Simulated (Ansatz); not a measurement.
Geometry relaxation of Ge (part 1 of 2)

System: Ge (2 atoms in the cell).
Method: DFT PBEsol, scalar-relativistic, plane waves, PAW, no spin polarisation (Ansatz 0.2.0).

The structure derives from a Materials Project entry. It belongs to a series of runs on one base structure; here: a zone-boundary wave of random shape, sigma 0.05 A; relaxed back. Figures and captions count atoms from 1; the log counts them from 0 in places.

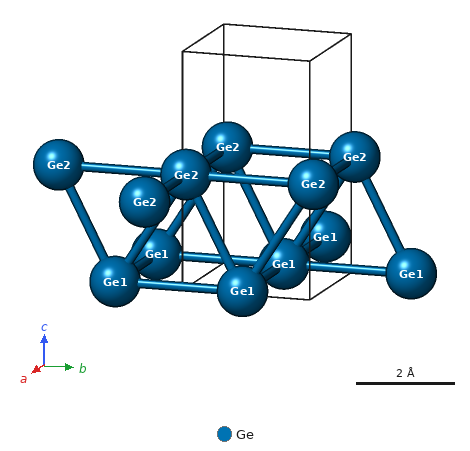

The input geometry (ball-and-stick view of the cell of the calculation, seen slightly off an axis; bonded neighbours outside the cell are drawn too; atoms are numbered from 1 in the order of the input).

The input
```yaml
crystal:
  lattice:
    - [0.0, 0.0, -2.6427277822]
    - [2.7652112297, 0.0, 0.0]
    - [0.0, -5.0390024823, 0.0]
  atoms:
    - { symbol: Ge, position: [0.0171764546, 0.4771909315, 0.0168265725] }
    - { symbol: Ge, position: [-0.0171764546, 0.0228090685, 0.4831734275] }
basis:
  ecutwfc: 420
kpoints:
  mp_grid: { grid: [12, 12, 8] }
hamiltonian:
  xc: pbesol
scf:
  occupations: { method: gaussian, width: 0.15 }
output:
  forces: true
  stress: true
  eigenvalues: true
  write_density: true
  write_potential: true
  elf: true
  volumetric_format: npy
relax:
  adjacent_minimum: "off"
  f_tol: 0.01
  max_steps: 80
```

Machine: 1 thread of Oxide Virtual Turin-like (Zen 5), 32 GiB of memory available, shared host.

Command:
```bash
ansatz run input.yaml --threads 1 --pin off --max-ram 2560MiB --backend cpu --events-out ev --progress --plain --runs-dir out
```

Output
```
Warning: output.stress: scf.convergence.dr2_threshold = 1e-7 eV (the SCF's general default) is looser than the 2e-10 eV advised for a printed stress (1e-10 eV for each atom of the cell: 2). What an SCF threshold leaves in a stress goes as its square root, and in the free energy as the threshold itself, and one threshold admits the most on a small cell: of the crystals measured, under no hybrid functional and no lock of the moments, on runs that ended without the residual-converged pass, on stresses that held no estimate of that error, the worst erred by over 100 MPa in a component at 1e-7 eV an atom and by under 5 at 1e-10. Every solve of this run answers to scf.convergence.dr2_threshold, and the tensor of one is reported: a single SCF on the reported geometry and on this run's grids (its basis.xc_grid and basis.ecutrho_ratio typed), with scf.convergence.dr2_threshold at 2e-10 eV or tighter, prints it and tightens no other solve. Else set scf.convergence.dr2_threshold to 2e-10 eV or tighter. The threshold is an SCF's pass mark: one that does not reach it within its budget of iterations ends unconverged, or closes short of it on a stop that the run arms, and scf.convergence.dr2_threshold's page says what that costs each kind of run
Engine: ansatz 0.2.0, x86_64-unknown-linux-gnu
Pseudopotentials: kind: paw
Pseudopotential: Ge, paw, valence charge 14, recommended cutoff 420 eV (normal), Ge.paw.azcp
Functional definition: PBEsol
  exchange = pbesol_x
  correlation = pbesol_c
Crystal: 2 atoms, lattice volume = 36.824 Å³
Basis set: ecut = 420 eV, 725 PW (Γ), exchange–correlation on 36×40×72 points (8 copies of the dense FFT grid, shifted against one another)
Bands: 18, of which v1, the nominal top of the filled ones, is band 14 counted from 1 (13 counted from 0)
Symmetry: 2 space group operations
Space group: P-1 (ITA 2), of the structure as read, at distance tolerance 3.3e-5 Å
k-points: 580 of 1152
Non-local potential: Ge, projectors of the file, l = 0: 2, l = 1: 2, l = 2: 3, l = 3: 1
PAW form: soft (Blöchl's): semilocal exchange-correlation on the pseudo side does not see the compensation charge
PAW frozen core: Ge, regenerated for the run's functional, and the local potential with it (the file was generated under x = pbe(κ = 0.804, μ = 0.2195149727645171), c = pbe(β = 0.06672455060314922))
PAW one-centre angular grid: Ge, 590 points (default); XC on 64 Gauss nodes
Initial density: superposition of atomic densities (neutral atoms: chi_scale 0, normalization atom), corrected by the library's trained network
Initial wavefunctions: pseudopotential atomic-orbital guess
Functional: x = pbesol(κ = 0.804, μ = 0.12345679012345678), c = pbesol(β = 0.046)
SCF iter   1: F=—  HF=-8506.590869 eV  |F-HF|=—  |Δ(HF+E_count)|=         —  Δρ=2.53e-3  dr2=1.21e-3  ethr=1.77e-3  ⟨swp⟩=5.0  Hψ=42394  notcnv=0
preconditioner: auto → Kerker (q_TF=auto, 2.607 Å⁻¹)  [metal: Δε(μ)=0.034 eV  Ē_g=23.641 eV  σ=0.150 eV  W_gap=0.13  n_scr=12 (ndim 8)  ℏωp=32.4 eV  f_vac=0.000  D(μ)=0.81/eV (n_scr^D=2)]
SCF iter   2: F=—  HF=-8506.589821 eV  |F-HF|=—  |Δ(HF+E_count)|=   1.05e-3  Δρ=1.17e-3  dr2=3.51e-4  ethr=4.31e-6  ⟨swp⟩=2.0  Hψ=22998  notcnv=0
SCF iter   3: F=—  HF=-8506.589811 eV  |F-HF|=—  |Δ(HF+E_count)|=   1.03e-5  Δρ=6.13e-4  dr2=1.15e-4  ethr=1.26e-6  ⟨swp⟩=1.0  Hψ=10335  notcnv=0
SCF iter   4: F=—  HF=-8506.589802 eV  |F-HF|=—  |Δ(HF+E_count)|=   9.04e-6  Δρ=1.07e-4  dr2=4.29e-6  ethr=4.10e-7  ⟨swp⟩=1.9  Hψ=11519  notcnv=0
iter 5 did not close the SCF: its close was put off for the readings that it lacked (scf_convergence_deferred on its scf_iter line)
SCF iter   5: F=-8506.589802 eV  HF=-8506.589802 eV  |F-HF|=1.48e-8  |Δ(HF+E_count)|=   1.95e-7  Δρ=1.22e-5  dr2=4.74e-8  ethr=1.53e-8  ⟨swp⟩=2.2  Hψ=13482  notcnv=0
SCF iter   6: F=-8506.589802 eV  HF=-8506.589802 eV  |F-HF|=1.35e-9  |Δ(HF+E_count)|=   2.49e-8  Δρ=3.31e-6  dr2=2.38e-9  ethr=1.69e-10  ⟨swp⟩=5.2  Hψ=57201  notcnv=0
SCF 1 converged in 6 iterations: F = -8506.589802 eV  dr2 = 2.38e-9
  greatest PAW one-centre occupation: 0.998 electrons in one spin orbital (limit 2), on the Ge atom at site 1 (counted from 0), in its partial waves of l = 2
relax step   1: F+E_penalty+E_count = -8506.58980156 eV  Δ(F+E_penalty+E_count) = +0.000e0 eV  max|allowed force component| = 4.990e-1 eV/Å  Δτ_max = 0.0000 Å  (6 SCF iters, dr2 threshold 2.50e-6 eV, accepted)
Initial density: handed on by an earlier stage of this run
Initial wavefunctions: those handed on with the density
iter 1 solved again at ethr=4.67e-5 eV; its pass at ethr=3.10e-3 eV (dr2=1.31e-2 eV) is discarded
SCF iter   1: F=—  HF=-8506.635141 eV  |F-HF|=—  |Δ(HF+E_count)|=         —  Δρ=5.20e-3  dr2=1.30e-2  ethr=4.67e-5  ⟨swp⟩=1.1  Hψ=46374  notcnv=0  defer=34
preconditioner: auto → Kerker (q_TF=auto, 2.607 Å⁻¹)  [metal: Δε(μ)=0.027 eV  Ē_g=23.669 eV  σ=0.150 eV  W_gap=0.10  n_scr=12 (ndim 8)  ℏωp=32.4 eV  f_vac=0.000  D(μ)=0.68/eV (n_scr^D=2)]
SCF iter   2: F=—  HF=-8506.633709 eV  |F-HF|=—  |Δ(HF+E_count)|=   1.43e-3  Δρ=3.13e-3  dr2=6.17e-3  ethr=4.66e-5  ⟨swp⟩=1.0  Hψ=10346  notcnv=0  defer=34
SCF iter   3: F=—  HF=-8506.632374 eV  |F-HF|=—  |Δ(HF+E_count)|=   1.33e-3  Δρ=5.88e-4  dr2=1.41e-4  ethr=2.20e-5  ⟨swp⟩=1.9  Hψ=11579  notcnv=0  defer=34
SCF iter   4: F=—  HF=-8506.632348 eV  |F-HF|=—  |Δ(HF+E_count)|=   2.58e-5  Δρ=1.19e-4  dr2=9.27e-6  ethr=5.56e-8  ⟨swp⟩=8.4  Hψ=76993  notcnv=0
SCF iter   5: F=-8506.632344 eV  HF=-8506.632348 eV  |F-HF|=3.96e-6  |Δ(HF+E_count)|=   5.18e-7  Δρ=7.42e-5  dr2=1.81e-6  ethr=3.31e-8  ⟨swp⟩=9.0  Hψ=83179  notcnv=0
SCF 2 converged in 5 iterations: F = -8506.632344 eV  dr2 = 1.81e-6
relax step   2: F+E_penalty+E_count = -8506.63234401 eV  Δ(F+E_penalty+E_count) = -4.254e-2 eV  max|allowed force component| = 8.676e-2 eV/Å  Δτ_max = 0.0823 Å  (5 SCF iters, dr2 threshold 1.56e-5 eV, accepted)
SCF iter   1: F=—  HF=-8506.634157 eV  |F-HF|=—  |Δ(HF+E_count)|=         —  Δρ=1.42e-3  dr2=8.43e-4  ethr=3.44e-5  ⟨swp⟩=2.4  Hψ=25947  notcnv=0  defer=96
preconditioner: auto → Kerker (q_TF=auto, 2.607 Å⁻¹)  [metal: Δε(μ)=0.012 eV  Ē_g=23.668 eV  σ=0.150 eV  W_gap=0.04  n_scr=12 (ndim 8)  ℏωp=32.4 eV  f_vac=0.000  D(μ)=0.68/eV (n_scr^D=2)]
SCF iter   2: F=—  HF=-8506.634078 eV  |F-HF|=—  |Δ(HF+E_count)|=   7.84e-5  Δρ=8.50e-4  dr2=4.03e-4  ethr=3.01e-6  ⟨swp⟩=1.0  Hψ=15083  notcnv=0  defer=93
SCF iter   3: F=—  HF=-8506.634021 eV  |F-HF|=—  |Δ(HF+E_count)|=   5.67e-5  Δρ=1.72e-4  dr2=1.20e-5  ethr=1.44e-6  ⟨swp⟩=1.9  Hψ=11572  notcnv=0  defer=93
SCF iter   4: F=—  HF=-8506.634018 eV  |F-HF|=—  |Δ(HF+E_count)|=   3.51e-6  Δρ=8.57e-5  dr2=2.64e-6  ethr=4.30e-8  ⟨swp⟩=2.0  Hψ=18364  notcnv=0  defer=93
SCF iter   5: F=-8506.634017 eV  HF=-8506.634017 eV  |F-HF|=9.67e-8  |Δ(HF+E_count)|=   1.14e-6  Δρ=2.32e-5  dr2=2.98e-7  ethr=1.68e-9  ⟨swp⟩=6.3  Hψ=60809  notcnv=0
SCF 3 converged in 5 iterations: F = -8506.634017 eV  dr2 = 2.98e-7
relax step   3: F+E_penalty+E_count = -8506.63401666 eV  Δ(F+E_penalty+E_count) = -1.673e-3 eV  max|allowed force component| = 1.699e-2 eV/Å  Δτ_max = 0.0223 Å  (5 SCF iters, dr2 threshold 4.70e-7 eV, accepted)
SCF iter   1: F=—  HF=-8506.634307 eV  |F-HF|=—  |Δ(HF+E_count)|=         —  Δρ=5.69e-4  dr2=4.50e-5  ethr=6.00e-6  ⟨swp⟩=2.0  Hψ=24279  notcnv=0  defer=96
preconditioner: auto → Kerker (q_TF=auto, 2.607 Å⁻¹)  [metal: Δε(μ)=0.010 eV  Ē_g=23.668 eV  σ=0.150 eV  W_gap=0.04  n_scr=12 (ndim 8)  ℏωp=32.4 eV  f_vac=0.000  D(μ)=0.68/eV (n_scr^D=2)]
SCF iter   2: F=—  HF=-8506.634334 eV  |F-HF|=—  |Δ(HF+E_count)|=   2.63e-5  Δρ=3.36e-4  dr2=1.85e-5  ethr=1.61e-7  ⟨swp⟩=1.0  Hψ=15080  notcnv=0  defer=96
SCF iter   3: F=—  HF=-8506.634333 eV  |F-HF|=—  |Δ(HF+E_count)|=   4.84e-7  Δρ=4.04e-5  dr2=3.40e-7  ethr=6.61e-8  ⟨swp⟩=1.0  Hψ=10344  notcnv=0  defer=96
SCF iter   4: F=-8506.634333 eV  HF=-8506.634333 eV  |F-HF|=1.55e-8  |Δ(HF+E_count)|=   3.72e-8  Δρ=7.16e-6  dr2=1.82e-8  ethr=3.57e-10  ⟨swp⟩=8.6  Hψ=65874  notcnv=0
SCF 4 converged in 4 iterations: F = -8506.634333 eV  dr2 = 1.82e-8
relax step   4: F+E_penalty+E_count = -8506.63433322 eV  Δ(F+E_penalty+E_count) = -3.166e-4 eV  max|allowed force component| = 1.362e-2 eV/Å  Δτ_max = 0.0100 Å  (4 SCF iters, accepted)
SCF iter   1: F=—  HF=-8506.634906 eV  |F-HF|=—  |Δ(HF+E_count)|=         —  Δρ=1.59e-3  dr2=3.48e-4  ethr=1.25e-5  ⟨swp⟩=4.3  Hψ=32300  notcnv=0  defer=91
preconditioner: auto → Kerker (q_TF=auto, 2.607 Å⁻¹)  [metal: Δε(μ)=0.005 eV  Ē_g=23.673 eV  σ=0.150 eV  W_gap=0.02  n_scr=12 (ndim 8)  ℏωp=32.4 eV  f_vac=0.000  D(μ)=0.67/eV (n_scr^D=2)]
SCF iter   2: F=—  HF=-8506.634903 eV  |F-HF|=—  |Δ(HF+E_count)|=   3.58e-6  Δρ=9.37e-4  dr2=1.43e-4  ethr=1.24e-6  ⟨swp⟩=1.0  Hψ=15081  notcnv=0  defer=90
SCF iter   3: F=—  HF=-8506.634900 eV  |F-HF|=—  |Δ(HF+E_count)|=   3.15e-6  Δρ=1.08e-4  dr2=2.67e-6  ethr=5.09e-7  ⟨swp⟩=1.0  Hψ=10344  notcnv=0  defer=90
SCF iter   4: F=—  HF=-8506.634928 eV  |F-HF|=—  |Δ(HF+E_count)|=   2.79e-5  Δρ=1.87e-5  dr2=1.69e-7  ethr=9.52e-9  ⟨swp⟩=2.8  Hψ=18593  notcnv=0  defer=90
SCF iter   5: F=-8506.634928 eV  HF=-8506.634928 eV  |F-HF|=1.83e-8  |Δ(HF+E_count)|=   7.74e-9  Δρ=5.99e-6  dr2=1.41e-8  ethr=3.57e-10  ⟨swp⟩=7.8  Hψ=56804  notcnv=0
SCF 5 converged in 5 iterations: F = -8506.634928 eV  dr2 = 1.41e-8
relax step   5: F+E_penalty+E_count = -8506.63492758 eV  Δ(F+E_penalty+E_count) = -5.944e-4 eV  max|allowed force component| = 5.869e-3 eV/Å  Δτ_max = 0.0278 Å  (5 SCF iters, accepted)
SCF iter   1: F=—  HF=-8506.634909 eV  |F-HF|=—  |Δ(HF+E_count)|=         —  Δρ=1.19e-3  dr2=1.89e-4  ethr=7.18e-6  ⟨swp⟩=3.9  Hψ=30963  notcnv=0  defer=95
preconditioner: auto → Kerker (q_TF=auto, 2.607 Å⁻¹)  [metal: Δε(μ)=0.010 eV  Ē_g=23.678 eV  σ=0.150 eV  W_gap=0.04  n_scr=12 (ndim 8)  ℏωp=32.4 eV  f_vac=0.000  D(μ)=0.67/eV (n_scr^D=2)]
SCF iter   2: F=—  HF=-8506.634908 eV  |F-HF|=—  |Δ(HF+E_count)|=   1.62e-6  Δρ=7.01e-4  dr2=7.62e-5  ethr=6.77e-7  ⟨swp⟩=1.0  Hψ=15080  notcnv=0  defer=95
SCF iter   3: F=—  HF=-8506.634934 eV  |F-HF|=—  |Δ(HF+E_count)|=   2.64e-5  Δρ=7.68e-5  dr2=1.29e-6  ethr=2.72e-7  ⟨swp⟩=1.0  Hψ=10344  notcnv=0  defer=95
SCF iter   4: F=—  HF=-8506.634934 eV  |F-HF|=—  |Δ(HF+E_count)|=   9.62e-8  Δρ=1.71e-5  dr2=1.03e-7  ethr=4.61e-9  ⟨swp⟩=2.0  Hψ=18299  notcnv=0  defer=95
SCF iter   5: F=-8506.634934 eV  HF=-8506.634934 eV  |F-HF|=3.42e-8  |Δ(HF+E_count)|=   4.36e-8  Δρ=8.80e-6  dr2=3.14e-8  ethr=3.57e-10  ⟨swp⟩=7.6  Hψ=57401  notcnv=0
SCF 6 converged in 5 iterations: F = -8506.634934 eV  dr2 = 3.14e-8
relax step   6: F+E_penalty+E_count = -8506.63493408 eV  Δ(F+E_penalty+E_count) = -6.503e-6 eV  max|allowed force component| = 6.493e-3 eV/Å  Δτ_max = 0.0211 Å  (5 SCF iters, accepted)
SCF iter   1: F=—  HF=-8506.634968 eV  |F-HF|=—  |Δ(HF+E_count)|=         —  Δρ=6.31e-4  dr2=5.25e-5  ethr=1.90e-6  ⟨swp⟩=3.3  Hψ=28151  notcnv=0  defer=96
preconditioner: auto → Kerker (q_TF=auto, 2.607 Å⁻¹)  [metal: Δε(μ)=0.046 eV  Ē_g=23.673 eV  σ=0.150 eV  W_gap=0.17  n_scr=12 (ndim 8)  ℏωp=32.4 eV  f_vac=0.000  D(μ)=0.67/eV (n_scr^D=2)]
SCF iter   2: F=—  HF=-8506.634996 eV  |F-HF|=—  |Δ(HF+E_count)|=   2.75e-5  Δρ=3.71e-4  dr2=2.11e-5  ethr=1.88e-7  ⟨swp⟩=1.0  Hψ=15080  notcnv=0  defer=96
SCF iter   3: F=—  HF=-8506.634996 eV  |F-HF|=—  |Δ(HF+E_count)|=   4.21e-7  Δρ=3.89e-5  dr2=3.12e-7  ethr=7.53e-8  ⟨swp⟩=1.0  Hψ=10344  notcnv=0  defer=96
SCF iter   4: F=-8506.634995 eV  HF=-8506.634995 eV  |F-HF|=1.03e-7  |Δ(HF+E_count)|=   1.40e-8  Δρ=1.30e-5  dr2=5.55e-8  ethr=3.57e-10  ⟨swp⟩=8.6  Hψ=71294  notcnv=0
SCF 7 converged in 4 iterations: F = -8506.634995 eV  dr2 = 5.55e-8
relax step   7: F+E_penalty+E_count = -8506.63499539 eV  Δ(F+E_penalty+E_count) = -6.130e-5 eV  max|allowed force component| = 7.244e-4 eV/Å  Δτ_max = 0.0112 Å  (4 SCF iters, accepted)
```
